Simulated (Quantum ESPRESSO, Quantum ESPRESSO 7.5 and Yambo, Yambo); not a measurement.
# A GW chain in Yambo: MgI2 (1T monolayer)

Aim: the G0W0 gap of MgI2 (1T monolayer) on PBE, step by step.

Program: Quantum ESPRESSO 7.5 and Yambo 5.3.0. Level of theory: PBE and many-body steps on it, plane waves. Results are calculated unless marked as measured.

### 1. Set-up

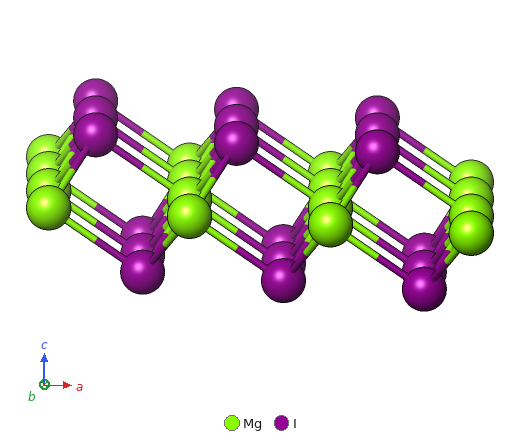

Start, viewed nearly edge on; magnesium green, iodine purple. 3×3×1 cells are drawn. Some periodic images of atoms are drawn too.

The cell holds 3 atoms: 1 Mg and 2 I. Cell: a = 4.208 Å, b = 4.208 Å, c = 16.000 Å, α = 90.0°, β = 90.0°, γ = 120.0°. Vacuum lies along c.

The structure was relaxed with PBE. The runs that relaxed it are not among those shown. Spin-orbit coupling is left out unless a step names it.

### 2. Ground state

This step: Quantum ESPRESSO 7.5; DFT, PBE, plane waves, norm-conserving pseudopotentials.

The ground-state density comes first.

pw.in

```
&control
  calculation = 'scf'
  prefix = 'x'
  outdir = 'o'
  pseudo_dir = 'pseudo'
/
&system
  ibrav = 0
  nat = 3
  ntyp = 2
  ecutwfc = 76.0
  nbnd = 35
  force_symmorphic = .true.
/
&electrons
  conv_thr = 1e-10
  electron_maxstep = 80
  mixing_beta = 0.5
/
ATOMIC_SPECIES
  Mg 24.305 Mg.upf
  I 126.9 I.upf
CELL_PARAMETERS angstrom
  4.2075425528 -0.0000000002 0.0000000000
  -2.1037712762 3.6438387383 0.0000000000
  0.0000000000 0.0000000000 16.0000000000
ATOMIC_POSITIONS crystal
  Mg 0.0000000000 0.0000000000 0.5000000000
  I 0.3333333333 0.6666666667 0.6046917666
  I 0.6666666667 0.3333333333 0.3953082334
K_POINTS automatic
  9 9 1 0 0 0
```

Command:

```sh
> OMP_NUM_THREADS=1 mpirun -n 4 pw.x -nk 4 -in pw.in > pw.out
```

Output:

```text
Program PWSCF v.7.5 starts

     This program is part of the open-source Quantum ESPRESSO suite
     for quantum simulation of materials; please cite
         "P. Giannozzi et al., J. Phys.:Condens. Matter 21 395502 (2009);
         "P. Giannozzi et al., J. Phys.:Condens. Matter 29 465901 (2017);
         "P. Giannozzi et al., J. Chem. Phys. 152 154105 (2020);
     in publications or presentations arising from this work. More details at
     Message from routine setup:
     using ibrav=0 with symmetry is DISCOURAGED, use correct ibrav instead

     G-vector sticks info

     bravais-lattice index     =            0
     lattice parameter (alat)  =       7.9511  a.u.
     unit-cell volume          =    1655.4049 (a.u.)^3
     number of atoms/cell      =            3
     number of atomic types    =            2
     number of electrons       =        60.00
     number of Kohn-Sham states=           35
     kinetic-energy cutoff     =      76.0000  Ry
     charge density cutoff     =     304.0000  Ry
     scf convergence threshold =      1.0E-10
     mixing beta               =       0.5000
     number of iterations used =            8  plain     mixing
     Exchange-correlation= PBE
                           (   1   4   3   4   0   0   0)

     celldm(1)=   7.951103  celldm(2)=   0.000000  celldm(3)=   0.000000
     celldm(4)=   0.000000  celldm(5)=   0.000000  celldm(6)=   0.000000

     crystal axes: (cart. coord. in units of alat)
               a(1) = (   1.000000  -0.000000   0.000000 )
               a(2) = (  -0.500000   0.866025   0.000000 )
               a(3) = (   0.000000   0.000000   3.802695 )

     reciprocal axes: (cart. coord. in units 2 pi/alat)
               b(1) = (  1.000000  0.577350 -0.000000 )
               b(2) = (  0.000000  1.154701 -0.000000 )
               b(3) = ( -0.000000 -0.000000  0.262971 )
     Pseudo is Norm-conserving, Zval = 10.0
     Generated using ONCVPSP code by D. R. Hamann
     Using radial grid of 1510 points,  4 beta functions with:
     Pseudo is Norm-conserving + core correction, Zval = 25.0
     Generated using ONCVPSP code by D. R. Hamann
     Using radial grid of 1188 points,  8 beta functions with:
     Mg               10.00    24.30500     Mg( 1.00)
     I                25.00   126.90000     I ( 1.00)

     12 Sym. Ops., with inversion, found

   Cartesian axes

     site n.     atom                  positions (alat units)
         1        Mg     tau(   1) = (   0.0000000   0.0000000   1.9013474  )
         2        I      tau(   2) = (  -0.0000000   0.5773503   2.2994582  )
         3        I      tau(   3) = (   0.5000000   0.2886751   1.5032365  )

     number of k points=    12
                       cart. coord. in units 2pi/alat
        k(    1) = (   0.0000000   0.0000000   0.0000000), wk =   0.0246914
        k(    2) = (   0.0000000   0.1283001   0.0000000), wk =   0.1481481
        k(    3) = (   0.0000000   0.2566001   0.0000000), wk =   0.1481481
        k(    4) = (   0.0000000   0.3849002   0.0000000), wk =   0.1481481
        k(    5) = (   0.0000000   0.5132002   0.0000000), wk =   0.1481481
        k(    6) = (   0.1111111   0.1924501   0.0000000), wk =   0.1481481
        k(    7) = (   0.1111111   0.3207501   0.0000000), wk =   0.2962963
        k(    8) = (   0.1111111   0.4490502   0.0000000), wk =   0.2962963
        k(    9) = (   0.1111111   0.5773503   0.0000000), wk =   0.1481481
        k(   10) = (   0.2222222   0.3849002   0.0000000), wk =   0.1481481
        k(   11) = (   0.2222222   0.5132002   0.0000000), wk =   0.2962963
        k(   12) = (   0.3333333   0.5773503   0.0000000), wk =   0.0493827

     Dense  grid:   148115 G-vectors     FFT dimensions: (  45,  45, 180)

     Initial potential from superposition of free atoms

     starting charge      59.9990, renormalised to      60.0000
     Starting wfcs are   31 randomized atomic wfcs +    4 random wfcs

     per-process dynamical memory:   124.2 Mb

     Self-consistent Calculation

     iteration #  1     ecut=    76.00 Ry     beta= 0.50

     Threshold (ethr) on eigenvalues was too large:
     Diagonalizing with lowered threshold

     total energy              =   -1369.68211368 Ry
     estimated scf accuracy    <       0.04795071 Ry

     iteration #  2     ecut=    76.00 Ry     beta= 0.50

     total energy              =   -1369.68655178 Ry
     estimated scf accuracy    <       0.00759788 Ry

     iteration #  3     ecut=    76.00 Ry     beta= 0.50

     total energy              =   -1369.68780690 Ry
     estimated scf accuracy    <       0.00210587 Ry

     iteration #  4     ecut=    76.00 Ry     beta= 0.50

     total energy              =   -1369.68816991 Ry
     estimated scf accuracy    <       0.00015213 Ry

     iteration #  5     ecut=    76.00 Ry     beta= 0.50

     total energy              =   -1369.68818519 Ry
     estimated scf accuracy    <       0.00000840 Ry

     iteration #  6     ecut=    76.00 Ry     beta= 0.50

     total energy              =   -1369.68818666 Ry
     estimated scf accuracy    <       0.00000064 Ry

     iteration #  7     ecut=    76.00 Ry     beta= 0.50

     total energy              =   -1369.68818686 Ry
     estimated scf accuracy    <       0.00000004 Ry

     iteration #  8     ecut=    76.00 Ry     beta= 0.50

     total energy              =   -1369.68818687 Ry
     estimated scf accuracy    <          3.4E-09 Ry

     iteration #  9     ecut=    76.00 Ry     beta= 0.50

     total energy              =   -1369.68818687 Ry
     estimated scf accuracy    <          5.2E-10 Ry

     iteration # 10     ecut=    76.00 Ry     beta= 0.50

     End of self-consistent calculation

          k = 0.0000 0.0000 0.0000 ( 18419 PWs)   bands (ev):

  -175.5452-175.5452-122.4088-122.4088-122.4087-122.4087-122.3940-122.3940
   -76.6254 -44.7980 -44.7980 -44.7945 -44.7945 -44.7885 -44.7885 -44.7870
   -44.7870 -44.7809 -44.7787 -43.3674 -43.3666 -43.3666 -13.1387 -12.6400
    -4.2486  -1.9687  -1.6675  -1.6675  -1.4034  -1.4034   2.5756   3.5133
     4.6202   4.8716   5.3299

          k = 0.0000 0.1283 0.0000 ( 18461 PWs)   bands (ev):

  -175.5452-175.5452-122.4088-122.4088-122.4088-122.4088-122.3940-122.3940
   -76.6254 -44.8005 -44.8002 -44.7995 -44.7994 -44.7981 -44.7943 -44.7921
   -44.7882 -44.7807 -44.7783 -43.3674 -43.3668 -43.3666 -13.0820 -12.6065
    -4.1993  -2.2333  -1.8622  -1.8099  -1.7537  -1.4278   2.9668   3.9570
     4.5596   4.8941   5.2334

          k = 0.0000 0.2566 0.0000 ( 18499 PWs)   bands (ev):

  -175.5452-175.5452-122.4089-122.4088-122.4088-122.4088-122.3941-122.3940
   -76.6254 -44.8132 -44.8049 -44.8028 -44.8009 -44.8005 -44.7944 -44.7906
   -44.7901 -44.7842 -44.7825 -43.3673 -43.3671 -43.3667 -12.9283 -12.5222
    -4.1287  -3.0804  -2.4405  -2.0894  -1.8503  -1.5426   3.1872   4.1070
     4.8547   5.0975   5.7215

          k = 0.0000 0.3849 0.0000 ( 18507 PWs)   bands (ev):

     [... further k-points ...]

     highest occupied, lowest unoccupied level (ev):    -1.4034    2.3118

!    total energy              =   -1369.68818687 Ry
     estimated scf accuracy    <          3.7E-11 Ry

     The total energy is the sum of the following terms:
     one-electron contribution =   -2880.81576674 Ry
     hartree contribution      =    1382.53105419 Ry
     xc contribution           =    -174.49976278 Ry
     ewald contribution        =     303.09628846 Ry

     convergence has been achieved in  10 iterations

     XML data file, charge density, pseudopotentials, collected wavefunctions

=------------------------------------------------------------------------------=
   JOB DONE.
=------------------------------------------------------------------------------=
```

Run time: 30 s. Hardware: 4 MPI ranks of Intel Xeon Platinum 8488C (Sapphire Rapids), shared host; peak memory 0.85 GiB.

This step gave:

| Quantity | Value |
| --- | --- |
| total energy | -18635.5571 eV |
| gap | 3.715 eV |
| k of the valence top | 0, 0, 0 |
| k of the conduction bottom | 0, 0.4444, 0 |
| least direct gap | 3.979 eV |

The gap is indirect, with the least direct gap 0.26 eV higher.

### 3. Bands along the symmetry lines

Levels along a band path, at the cheap level, show where the edges lie and whether the meshes to come will hold them.

pw.in

```
&control
  calculation = 'bands'
  prefix = 'x'
  outdir = 'o'
  pseudo_dir = 'pseudo'
/
&system
  ibrav = 0
  nat = 3
  ntyp = 2
  ecutwfc = 76.0
  nbnd = 36
  force_symmorphic = .true.
/
&electrons
  conv_thr = 1e-9
  electron_maxstep = 80
  diago_full_acc = .true.
  diago_thr_init = 5e-6
/
ATOMIC_SPECIES
  Mg 24.305 Mg.upf
  I 126.9 I.upf
CELL_PARAMETERS angstrom
  4.2075425528 -0.0000000002 0.0000000000
  -2.1037712762 3.6438387383 0.0000000000
  0.0000000000 0.0000000000 16.0000000000
ATOMIC_POSITIONS crystal
  Mg 0.0000000000 0.0000000000 0.5000000000
  I 0.3333333333 0.6666666667 0.6046917666
  I 0.6666666667 0.3333333333 0.3953082334
K_POINTS crystal
  25
  0.00000000 0.00000000 0.00000000 1
  0.06250000 0.00000000 0.00000000 1
  0.12500000 0.00000000 0.00000000 1
  0.18750000 0.00000000 0.00000000 1
  0.25000000 0.00000000 0.00000000 1
  0.31250000 0.00000000 0.00000000 1
  0.37500000 0.00000000 0.00000000 1
  0.43750000 0.00000000 0.00000000 1
  0.50000000 0.00000000 0.00000000 1
  0.47916667 0.04166667 0.00000000 1
  0.45833333 0.08333333 0.00000000 1
  0.43750000 0.12500000 0.00000000 1
  0.41666666 0.16666666 0.00000000 1
  0.39583333 0.20833333 0.00000000 1
  0.37500000 0.25000000 0.00000000 1
  0.35416666 0.29166666 0.00000000 1
  0.33333333 0.33333333 0.00000000 1
  0.29166666 0.29166666 0.00000000 1
  0.25000000 0.25000000 0.00000000 1
  0.20833333 0.20833333 0.00000000 1
  0.16666666 0.16666666 0.00000000 1
  0.12500000 0.12500000 0.00000000 1
  0.08333333 0.08333333 0.00000000 1
  0.04166667 0.04166667 0.00000000 1
  0.00000000 0.00000000 0.00000000 1
```

Output:

```text
[banner, memory and clock lines left out]
Program PWSCF v.7.5 starts

     Atomic positions and unit cell read from directory:
     o/x.save/

     Message from routine setup:
     using ibrav=0 with symmetry is DISCOURAGED, use correct ibrav instead

     G-vector sticks info

     bravais-lattice index     =            0
     lattice parameter (alat)  =       7.9511  a.u.
     unit-cell volume          =    1655.4049 (a.u.)^3
     number of atoms/cell      =            3
     number of atomic types    =            2
     number of electrons       =        60.00
     number of Kohn-Sham states=           36
     kinetic-energy cutoff     =      76.0000  Ry
     charge density cutoff     =     304.0000  Ry
     Exchange-correlation= PBE
                           (   1   4   3   4   0   0   0)

     celldm(1)=   7.951103  celldm(2)=   0.000000  celldm(3)=   0.000000
     celldm(4)=   0.000000  celldm(5)=   0.000000  celldm(6)=   0.000000

     crystal axes: (cart. coord. in units of alat)
               a(1) = (   1.000000  -0.000000   0.000000 )
               a(2) = (  -0.500000   0.866025   0.000000 )
               a(3) = (   0.000000   0.000000   3.802695 )

     reciprocal axes: (cart. coord. in units 2 pi/alat)
               b(1) = (  1.000000  0.577350 -0.000000 )
               b(2) = (  0.000000  1.154701 -0.000000 )
               b(3) = ( -0.000000 -0.000000  0.262971 )
     Pseudo is Norm-conserving, Zval = 10.0
     Generated using ONCVPSP code by D. R. Hamann
     Using radial grid of 1510 points,  4 beta functions with:
     Pseudo is Norm-conserving + core correction, Zval = 25.0
     Generated using ONCVPSP code by D. R. Hamann
     Using radial grid of 1188 points,  8 beta functions with:
     Mg               10.00    24.30500     Mg( 1.00)
     I                25.00   126.90000     I ( 1.00)

     12 Sym. Ops., with inversion, found

   Cartesian axes

     site n.     atom                  positions (alat units)
         1        Mg     tau(   1) = (   0.0000000   0.0000000   1.9013474  )
         2        I      tau(   2) = (  -0.0000000   0.5773503   2.2994582  )
         3        I      tau(   3) = (   0.5000000   0.2886751   1.5032365  )

     number of k points=    25
                       cart. coord. in units 2pi/alat
        k(    1) = (   0.0000000   0.0000000   0.0000000), wk =   0.0800000
        k(    2) = (   0.0625000   0.0360844   0.0000000), wk =   0.0800000
        k(    3) = (   0.1250000   0.0721688   0.0000000), wk =   0.0800000
[...]
[... 13 further rows ...]
        k(   24) = (   0.0416667   0.0721688   0.0000000), wk =   0.0800000
        k(   25) = (   0.0000000   0.0000000   0.0000000), wk =   0.0800000

     Dense  grid:   148115 G-vectors     FFT dimensions: (  45,  45, 180)

     The potential is recalculated from file :
     o/x.save/charge-density

     Starting wfcs are   31 randomized atomic wfcs +    5 random wfcs

     Band Structure Calculation

     End of band structure calculation

          k = 0.0000 0.0000 0.0000 ( 18419 PWs)   bands (ev):

  -175.5452-175.5452-122.4088-122.4088-122.4088-122.4088-122.3941-122.3941
   -76.6255 -44.7980 -44.7980 -44.7946 -44.7946 -44.7885 -44.7885 -44.7871
   -44.7871 -44.7810 -44.7788 -43.3675 -43.3666 -43.3666 -13.1387 -12.6400
    -4.2486  -1.9687  -1.6675  -1.6675  -1.4034  -1.4034   2.5756   3.5133
     4.6202   4.8716   5.3299   5.3299

          k = 0.0625 0.0361 0.0000 ( 18413 PWs)   bands (ev):

  -175.5452-175.5452-122.4088-122.4088-122.4088-122.4088-122.3941-122.3941
[...]
4.6089   4.8820   5.2442   5.4003

          k = 0.1250 0.0722 0.0000 ( 18463 PWs)   bands (ev):

  -175.5453-175.5453-122.4089-122.4089-122.4089-122.4088-122.3941-122.3941
[...]
4.5593   4.8957   5.2620   5.5898

[...]
k = 0.0417 0.0722 0.0000 ( 18417 PWs)   bands (ev):

  -175.5452-175.5452-122.4088-122.4088-122.4088-122.4088-122.3941-122.3941
[...]
4.6004   4.8849   5.2255   5.4273

          k = 0.0000 0.0000 0.0000 ( 18419 PWs)   bands (ev):

  -175.5452-175.5452-122.4088-122.4088-122.4088-122.4088-122.3941-122.3941
[...]
-44.7871 -44.7810 -44.7788 -43.3675 -43.3666 -43.3666 -13.1387 -12.6400
    -4.2486  -1.9687  -1.6675  -1.6675  -1.4034  -1.4034   2.5756   3.5133
     4.6202   4.8716   5.3299   5.3299

     XML data file, pseudopotentials, collected wavefunctions
```

Run time: 17 s. Hardware: 4 MPI ranks; peak memory 0.67 GiB; 65 s of CPU time.

This step gave:

* gap: 3.665 eV
* k of the valence top: 0, 0, 0
* k of the conduction bottom: 0.5, 0, 0
* least direct gap: 3.979 eV

The gap is 3.665 eV, −0.050 eV from the run before at this level.

Electronic bands along the path, in eV, zero at the top of the highest filled band:

```tsv
point	band 27	band 28	band 29	band 30	band 31	band 32	band 33	band 34
Γ	-0.26	-0.26	0.00	0.00	3.98	4.92	6.02	6.28
M	-1.25	-1.11	-0.62	-0.40	3.67	5.52	5.83	6.71
K	-2.29	-1.79	-0.67	-0.67	4.45	6.54	6.54	7.97
Γ	-0.26	-0.26	0.00	0.00	3.98	4.92	6.02	6.28
```

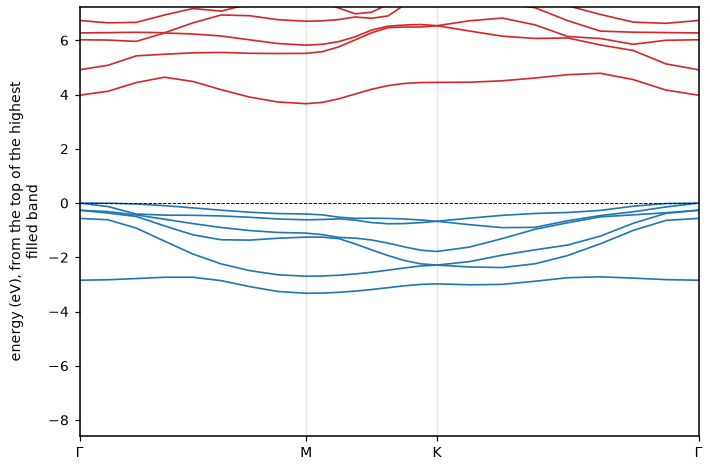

Electronic bands along the path; lines of filled and empty bands in two colours.

[end of part 1 of 3]

[Paths, hosts, dates, memory and timing lines, banners, echoed tables and standing remarks are left out of the program output.]

[Logs are printed without paths, hosts, clocks, repeated set-up lines and the standing remarks that a program may print on its own settings, such as how far it seeks lower states.]

[Runs of the session that timed out or met a known fault of the program may be left out.]

[Hosts, paths, dates, database ids (printed as entryN), source tags and the programs' standing remarks are cut or masked in the printed files.]
